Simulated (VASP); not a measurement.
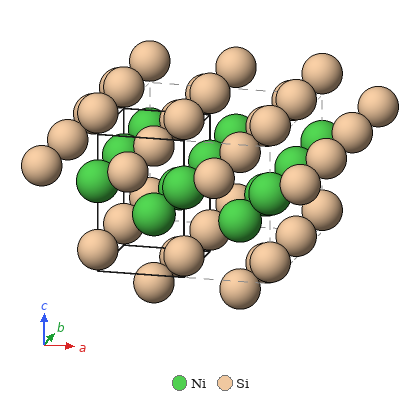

SiNi, space group Pmmn (No. 59), a = 2.943 Å, b = 3.280 Å, c = 4.677 Å, α = 90.00°, β = 90.00°, γ = 90.00°. Origin: a cell listed in the Materials Project, as set up for an electronic-structure calculation. Forms under 0.4 % of the area are left out.

**What shape follows from the Bravais–Friedel–Donnay–Harker rule?**

The forms computed, by share of the surface:

| form | faces | d (Å) | share of area (%) |
| --- | --- | --- | --- |
| {001} | 2 | 4.677 | 37.5 |
| {011} | 4 | 2.686 | 25.8 |
| {101} | 4 | 2.491 | 21.0 |
| {110} | 4 | 2.191 | 15.6 |

Widths along a, b and c stand as 1.00 : 0.96 : 0.45.

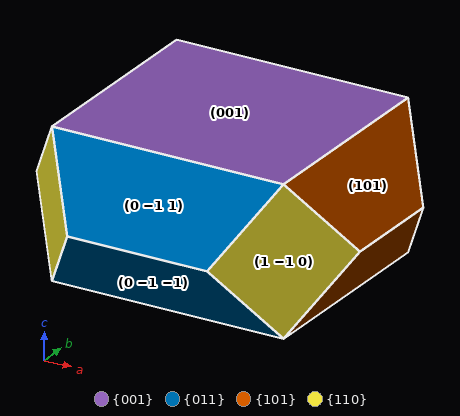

The computed shape, faces indexed. The rule is geometric and ignores bonding and growth conditions.
